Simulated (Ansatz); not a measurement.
Run report: Al3N4, geometry relaxation (part 3 of 3)

The same run, continued: Al3N4 (R-3m, 7 atoms in the cell); DFT PBE, scalar-relativistic, plane waves, PAW, no spin polarisation (Ansatz 0.2.0); cutoff 420 eV, 6×6×6 k-mesh, Gaussian smearing of 0.1 eV. The structure was made by swapping elements on the sites of another compound; it need not be a known phase. It belongs to a series of runs on one base structure; here: anti-Sn4As3 type (R-3m, No. 166).

Geometry of the input (Å; fractional positions):
```
1.5588  0.9000  9.1621
-1.5588  0.9000  9.1621
0.0000  -1.7999  9.1621
Al 0.0000  0.0000  0.0000
Al 0.5714  0.5714  0.5714
Al 0.4286  0.4286  0.4286
N  0.8571  0.8571  0.8571
N  0.1429  0.1429  0.1429
N  0.7143  0.7143  0.7143
N  0.2857  0.2857  0.2857
```

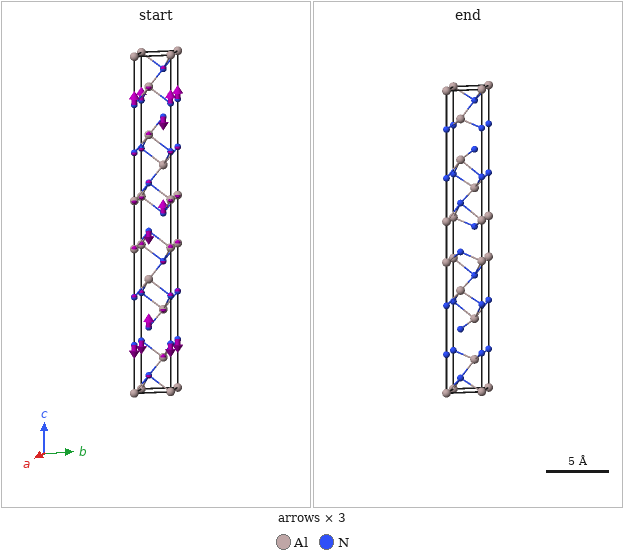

*Before (left) and after (right) the relaxation, at one scale (ball-and-stick view of the cell 3 times as large as that of the calculation, set on its symmetry axes, seen slightly off an axis). The pink arrows give the displacements (without the part carried along by the change of the cell), magnified 3 times.*

The largest moves relative to the cell, 0.38 Å, are those of N4 and N5. By element the largest moves are N 0.38 Å, Al 0.10 Å. The volume changes by −15.5 %, with a = b 3.118 → 3.024 Å (−3.0 %), c 27.486 → 24.682 Å (−10.2 %). Among the contacts that change: Al2–N4 2.226 → 1.882 Å, Al1–N6 2.226 → 2.056 Å, Al2–N7 2.226 → 2.214 Å. Among the angles that change: Al2–N4–Al2 88.9° → 106.9°, N4–Al2–N4 88.9° → 106.9°, N4–Al2–N7 180.0° → 164.0°. The space group stays R-3m (No. 166). After 9 geometry steps the energy has fallen by 390 meV per atom. Largest force component: 2.1 eV/Å at the start, 0.004 eV/Å at the end. Pressure: −31.45 GPa at the start and −0.01 GPa at the end. The line search rejected the trial step at point 9 (counted from 0) and went back. The basis was re-selected once at an unchanged geometry, which shifts the energy a little without any move. The energy change given includes the shifts at the re-selections in mid-walk, which come without any move. A last SCF at the same geometry on a re-selected plane-wave basis shifts the energy by +0.1 meV per atom. (Atoms are counted from 1 in the order of the input.)

```
basis re-selected at this cell: Δ(F+E_penalty+E_count) = +5.059e-4 eV, ΔP = -0.013 GPa vs the last step (what re-selecting the basis moved, of the pressure what is left beyond the Pulay correction that the steps carried, after the strain that the cell walked since its last selection, with what the two solves' SCF thresholds leave and, on support functions, any second-order correction that the steps lacked; it is no measure of the basis error at this ecutwfc). This SCF's stress stands 4.59e-2 GPa from its target on what of the cell is left free (relax.cell.stress_tol is 4.00e-1 GPa) and its largest allowed force component is 3.99e-3 eV/Å (relax.f_tol is 4.00e-2 eV/Å): within both
SCF converged after 7 iterations
Free energy (F): -3149.849739 eV
Harris-Foulkes:  -3149.849739 eV  (|F-HF|=0.00e0)
Internal energy: -3149.826619 eV  (E = F + TS)
E sigma→0 (E₀):  -3149.838179 eV
Entropy (-TS):   -0.023120 eV (-3.303 meV/atom)
Fermi energy:    8.531436 eV
--- Per-component energies (eV) ---
  E_band       = 74.781192
  E_kinetic    = 599.344174
  E_local      = -727.276339  (includes V_loc(G=0)·N_el)
  E_nonlocal   = 212.185512
  E_hartree    = 236.463359
  E_xc         = -362.627348
  E_vxc        = -396.550002  (∫ρ·V_xc dr)
  E_paw        = -1909.876126  (= ΣΔE_a)
  E_vpaw       = -85.849235  (= ΣTr[D̂ρ^β])
  E_aug_tail   = 0.000366  (compensation charges beyond the density's cutoff)
  E_ewald      = -1198.040216
  E_smearing   = -0.023120  (= −TS)
  E_closure    = -0.000000  (closes the sum)
  Σ components = -3149.849739   (vs F -3149.849739, Δ=0.00e0)
--- Forces (eV/Å), atoms counted from 1 ---
  atom   1  Al    -0.00000000    -0.00000000     0.00000000
  atom   2  Al    -0.00000000    -0.00000000    -0.00185544
  atom   3  Al     0.00000000     0.00000000     0.00185544
  atom   4  N      0.00000000    -0.00000000    -0.00037162
  atom   5  N     -0.00000000     0.00000000     0.00037162
  atom   6  N     -0.00000000     0.00000000     0.00399169
  atom   7  N      0.00000000    -0.00000000    -0.00399169
  max |Σ_I F_I| component: 9.25e-18 eV/Å
--- Stress (GPa, compression-positive) ---
       -0.039351       0.000000      -0.000000
        0.000000      -0.039351       0.000000
       -0.000000       0.000000       0.045874
  P = ⅓ Tr σ = -0.0109 GPa (-0.109 kbar)
--- Band table (eV; the first three rows and the last of 32) ---
  k-point 0: bands = ["-8.1214", "-6.7768", "-6.1609", "-3.9812", "2.5057", "6.2655", "6.6046", "7.1702", "7.1702", "7.6799", "7.6799", "7.8983", "7.8983", "8.4709", "8.4709", "10.1563", "13.9405", "14.1190", "16.4036", "17.1833", "18.9136", "18.9136"]
  k-point 1: bands = ["-7.6969", "-6.4468", "-5.8010", "-3.8864", "2.9239", "5.0521", "5.2929", "5.8592", "6.7011", "7.0549", "7.1207", "7.9211", "7.9267", "8.0273", "8.4032", "9.7186", "15.1128", "15.3024", "16.8339", "17.5820", "17.8217", "19.1509"]
  k-point 2: bands = ["-6.5419", "-5.6193", "-4.9511", "-3.8906", "2.4752", "3.2457", "3.7505", "4.4445", "5.2369", "6.0332", "6.3617", "7.5185", "7.7703", "8.0464", "8.4488", "8.8681", "13.8804", "15.6062", "16.3382", "17.8855", "18.4342", "18.9965"]
  k-point 31: bands = ["-7.9333", "-7.4147", "-4.9480", "-4.8558", "3.3943", "4.3543", "7.2831", "7.2831", "7.4039", "7.4039", "8.1945", "8.1945", "8.3383", "8.3383", "8.5065", "9.2212", "14.1325", "14.3170", "16.3165", "16.7984", "18.8427", "18.8427"]
--- Relaxed structure (10 steps of the walk, 9 accepted, 2 SCFs on fresh bases) ---
  F+E_penalty+E_count = -3149.84973917 eV   max|allowed force component| = 3.992e-3 eV/Å   (the final SCF, on the basis selected at the relaxed cell)
  cell:  # Å, volume = 65.1395 Å³
    - [1.5118084812157593, 0.8728430336080449, 8.22735270746056]
    - [-1.5118084812157593, 0.8728430336080449, 8.22735270746056]
    - [-5.2708809077806015e-34, -1.7456860671711893, 8.227352707465323]
  atoms:
    - { symbol: Al, position: [6.649324708147305e-19, 6.649324708147304e-19, 6.649324708354876e-19] }
    - { symbol: Al, position: [0.5674794694447354, 0.5674794694447354, 0.5674794694447354] }
    - { symbol: Al, position: [0.43252053055526485, 0.43252053055526485, 0.43252053055526485] }
    - { symbol: N, position: [0.8723498840381512, 0.8723498840381512, 0.8723498840381512] }
    - { symbol: N, position: [0.12765011596184872, 0.12765011596184872, 0.1276501159618487] }
    - { symbol: N, position: [0.7106963705327064, 0.7106963705327064, 0.7106963705327063] }
    - { symbol: N, position: [0.28930362946729393, 0.28930362946729393, 0.289303629467294] }
```

## Trajectory as extended XYZ (Å, eV, eV/Å), 12 frames, from step=1 to step=12
```
7
Lattice="1.5588 0.9000 9.1621 -1.5588 0.9000 9.1621 0.0000 -1.7999 9.1621" Properties=species:S:1:pos:R:3:forces:R:3 step=1 energy=-3147.12228 pressure_GPa=-31.45
Al    0.0000    0.0000    0.0000    0.0000   0.0000   0.0000
Al    0.0000    0.0000   15.7057    0.0000   0.0000  -0.2114
Al    0.0000    0.0000   11.7806    0.0000   0.0000   0.2114
N     0.0000    0.0000   23.5585    0.0000   0.0000   2.0822
N     0.0000    0.0000    3.9278    0.0000   0.0000  -2.0822
N     0.0000    0.0000   19.6335    0.0000   0.0000  -0.2278
N     0.0000    0.0000    7.8528    0.0000   0.0000   0.2278
7
Lattice="1.5167 0.8757 8.7159 -1.5167 0.8757 8.7159 0.0000 -1.7514 8.7159" Properties=species:S:1:pos:R:3:forces:R:3 step=2 energy=-3148.71329 pressure_GPa=-21.51
Al    0.0000    0.0000    0.0000    0.0000   0.0000   0.0000
Al    0.0000    0.0000   14.9583    0.0000   0.0000  -0.6628
Al    0.0000    0.0000   11.1894    0.0000   0.0000   0.6628
N     0.0000    0.0000   22.4706    0.0000   0.0000   1.7806
N     0.0000    0.0000    3.6771    0.0000   0.0000  -1.7806
N     0.0000    0.0000   18.6632    0.0000   0.0000  -0.2216
N     0.0000    0.0000    7.4845    0.0000   0.0000   0.2216
7
Lattice="1.4408 0.8318 8.3509 -1.4408 0.8318 8.3509 0.0000 -1.6636 8.3509" Properties=species:S:1:pos:R:3:forces:R:3 step=3 energy=-3149.58956 pressure_GPa=6.24
Al    0.0000    0.0000    0.0000    0.0000   0.0000   0.0000
Al    0.0000    0.0000   14.3010    0.0000   0.0000  -0.1528
Al    0.0000    0.0000   10.7518    0.0000   0.0000   0.1528
N     0.0000    0.0000   21.6326    0.0000   0.0000   0.3567
N     0.0000    0.0000    3.4201    0.0000   0.0000  -0.3567
N     0.0000    0.0000   17.8771    0.0000   0.0000  -0.2028
N     0.0000    0.0000    7.1757    0.0000   0.0000   0.2028
7
Lattice="1.4601 0.8430 8.3436 -1.4601 0.8430 8.3436 0.0000 -1.6860 8.3436" Properties=species:S:1:pos:R:3:forces:R:3 step=4 energy=-3149.67537 pressure_GPa=1.18
Al    0.0000    0.0000    0.0000    0.0000   0.0000   0.0000
Al    0.0000    0.0000   14.2779    0.0000   0.0000  -0.2306
Al    0.0000    0.0000   10.7529    0.0000   0.0000   0.2306
N     0.0000    0.0000   21.6331    0.0000   0.0000   0.5306
N     0.0000    0.0000    3.3977    0.0000   0.0000  -0.5306
N     0.0000    0.0000   17.8516    0.0000   0.0000  -0.0639
N     0.0000    0.0000    7.1792    0.0000   0.0000   0.0639
7
Lattice="1.4930 0.8620 8.1939 -1.4930 0.8620 8.1939 0.0000 -1.7240 8.1939" Properties=species:S:1:pos:R:3:forces:R:3 step=5 energy=-3149.79791 pressure_GPa=-0.61
Al    0.0000    0.0000    0.0000    0.0000   0.0000   0.0000
Al    0.0000    0.0000   13.9953    0.0000   0.0000  -0.5671
Al    0.0000    0.0000   10.5864    0.0000   0.0000   0.5671
N     0.0000    0.0000   21.3340    0.0000   0.0000   0.3402
N     0.0000    0.0000    3.2478    0.0000   0.0000  -0.3402
N     0.0000    0.0000   17.5152    0.0000   0.0000  -0.1480
N     0.0000    0.0000    7.0666    0.0000   0.0000   0.1480
7
Lattice="1.5298 0.8832 8.0259 -1.5298 0.8832 8.0259 0.0000 -1.7665 8.0259" Properties=species:S:1:pos:R:3:forces:R:3 step=6 energy=-3149.79513 pressure_GPa=-1.15
Al    0.0000    0.0000    0.0000    0.0000   0.0000   0.0000
Al    0.0000    0.0000   13.6143    0.0000   0.0000   0.3582
Al    0.0000    0.0000   10.4635    0.0000   0.0000  -0.3582
N     0.0000    0.0000   20.9802    0.0000   0.0000  -0.0777
N     0.0000    0.0000    3.0976    0.0000   0.0000   0.0777
N     0.0000    0.0000   17.1411    0.0000   0.0000  -0.2816
N     0.0000    0.0000    6.9368    0.0000   0.0000   0.2816
7
Lattice="1.5094 0.8714 8.2194 -1.5094 0.8714 8.2194 0.0000 -1.7429 8.2194" Properties=species:S:1:pos:R:3:forces:R:3 step=7 energy=-3149.86283 pressure_GPa=-0.06
Al    0.0000    0.0000    0.0000    0.0000   0.0000   0.0000
Al    0.0000    0.0000   14.0039    0.0000   0.0000  -0.1696
Al    0.0000    0.0000   10.6543    0.0000   0.0000   0.1696
N     0.0000    0.0000   21.4913    0.0000   0.0000   0.1057
N     0.0000    0.0000    3.1669    0.0000   0.0000  -0.1057
N     0.0000    0.0000   17.5311    0.0000   0.0000   0.0101
N     0.0000    0.0000    7.1271    0.0000   0.0000  -0.0101
7
Lattice="1.5130 0.8735 8.2376 -1.5130 0.8735 8.2376 0.0000 -1.7471 8.2376" Properties=species:S:1:pos:R:3:forces:R:3 step=8 energy=-3149.86558 pressure_GPa=-0.06
Al    0.0000    0.0000    0.0000    0.0000   0.0000   0.0000
Al    0.0000    0.0000   14.0257    0.0000   0.0000  -0.0319
Al    0.0000    0.0000   10.6870    0.0000   0.0000   0.0319
N     0.0000    0.0000   21.5600    0.0000   0.0000   0.0150
N     0.0000    0.0000    3.1527    0.0000   0.0000  -0.0150
N     0.0000    0.0000   17.5643    0.0000   0.0000  -0.0340
N     0.0000    0.0000    7.1484    0.0000   0.0000   0.0340
7
Lattice="1.5130 0.8735 8.2376 -1.5130 0.8735 8.2376 0.0000 -1.7471 8.2376" Properties=species:S:1:pos:R:3:forces:R:3 step=9 energy=-3149.84925 pressure_GPa=-0.52
Al    0.0000    0.0000    0.0000    0.0000   0.0000   0.0000
Al    0.0000    0.0000   14.0257    0.0000   0.0000  -0.0313
Al    0.0000    0.0000   10.6870    0.0000   0.0000   0.0313
N     0.0000    0.0000   21.5600    0.0000   0.0000   0.0136
N     0.0000    0.0000    3.1527    0.0000   0.0000  -0.0136
N     0.0000    0.0000   17.5643    0.0000   0.0000  -0.0329
N     0.0000    0.0000    7.1484    0.0000   0.0000   0.0329
7
Lattice="1.5098 0.8717 8.2079 -1.5098 0.8717 8.2079 0.0000 -1.7434 8.2079" Properties=species:S:1:pos:R:3:forces:R:3 step=10 energy=-3149.85076 pressure_GPa=0.53 accepted=F
Al    0.0000    0.0000    0.0000    0.0000   0.0000   0.0000
Al    0.0000    0.0000   13.9688    0.0000   0.0000   0.0510
Al    0.0000    0.0000   10.6548    0.0000   0.0000  -0.0510
N     0.0000    0.0000   21.4708    0.0000   0.0000  -0.0147
N     0.0000    0.0000    3.1528    0.0000   0.0000   0.0147
N     0.0000    0.0000   17.5051    0.0000   0.0000  -0.0089
N     0.0000    0.0000    7.1185    0.0000   0.0000   0.0089
7
Lattice="1.5118 0.8728 8.2274 -1.5118 0.8728 8.2274 0.0000 -1.7457 8.2274" Properties=species:S:1:pos:R:3:forces:R:3 step=11 energy=-3149.85025 pressure_GPa=0.00
Al    0.0000    0.0000    0.0000    0.0000   0.0000   0.0000
Al    0.0000    0.0000   14.0066    0.0000   0.0000  -0.0019
Al    0.0000    0.0000   10.6755    0.0000   0.0000   0.0019
N     0.0000    0.0000   21.5314    0.0000   0.0000  -0.0003
N     0.0000    0.0000    3.1507    0.0000   0.0000   0.0003
N     0.0000    0.0000   17.5414    0.0000   0.0000   0.0039
N     0.0000    0.0000    7.1406    0.0000   0.0000  -0.0039
7
Lattice="1.5118 0.8728 8.2274 -1.5118 0.8728 8.2274 0.0000 -1.7457 8.2274" Properties=species:S:1:pos:R:3:forces:R:3 step=12 energy=-3149.84974 pressure_GPa=-0.01
Al    0.0000    0.0000    0.0000    0.0000   0.0000   0.0000
Al    0.0000    0.0000   14.0066    0.0000   0.0000  -0.0019
Al    0.0000    0.0000   10.6755    0.0000   0.0000   0.0019
N     0.0000    0.0000   21.5314    0.0000   0.0000  -0.0004
N     0.0000    0.0000    3.1507    0.0000   0.0000   0.0004
N     0.0000    0.0000   17.5414    0.0000   0.0000   0.0040
N     0.0000    0.0000    7.1406    0.0000   0.0000  -0.0040
```

## Summary

| quantity | value |
| --- | --- |
| outcome | converged |
| space group (tolerance 0.01 Å) | R-3m (166) |
| electrons treated | 29 |
| free energy | −3149.8497 eV |
| Fermi energy | 8.531 eV |
| gap on the k-point mesh | none (metallic) |
| pressure | −0.01 GPa |
| final volume | 65.14 Å³ |
| largest force (length of the vector) at the end | 0.004 eV/Å |
| final cell | a = 8.411 Å, b = 8.411 Å, c = 8.411 Å, α = 20.71°, β = 20.71°, γ = 20.71° |
| wall time | 39 s |
| peak memory | 0.35 GiB |

## Notes

The cell holds an odd number of electrons but the run has no spin polarisation, so it comes out as a metal.
